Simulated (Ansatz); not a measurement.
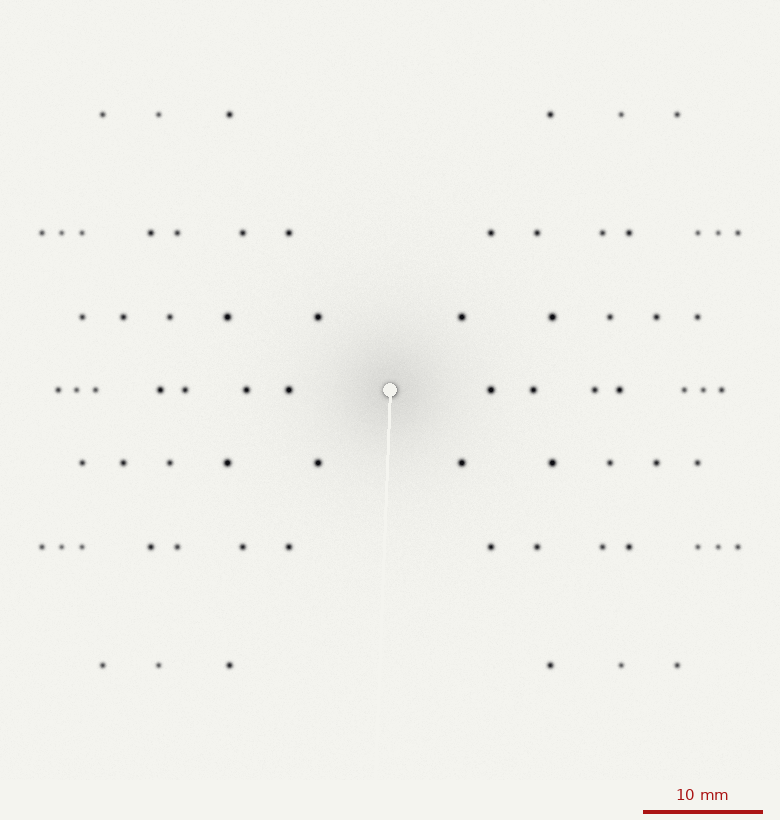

Simulated X-ray rotation photograph: Mo Kα radiation (λ = 0.7107 Å), cylindrical film of radius 28.65 mm unrolled, rotation axis vertical and normal to the beam, kinematic intensities without Lorentz or polarisation factors, the film spanning ±63° about the beam; spots down to d = 0.69 Å.

> Measure the layer lines and find the identity period along the axis.

The first layer line lies 6.2 mm from the equator, so tan ν = 0.215, sin ν = 0.210 and the period is λ/sin ν = 3.38 Å. Further lines follow at 13.3, 23.3 mm.

The crystal is Ge, space group Im-3m (No. 229), a = 3.382 Å. Structure: the input geometry of an electronic-structure calculation (not necessarily at equilibrium); the starting structure was generated, so it need not be a known form of this composition.

> About which axis was it rotated?

About [001] (or an equivalent direction), whose length in the conventional cell is 3.382 Å.
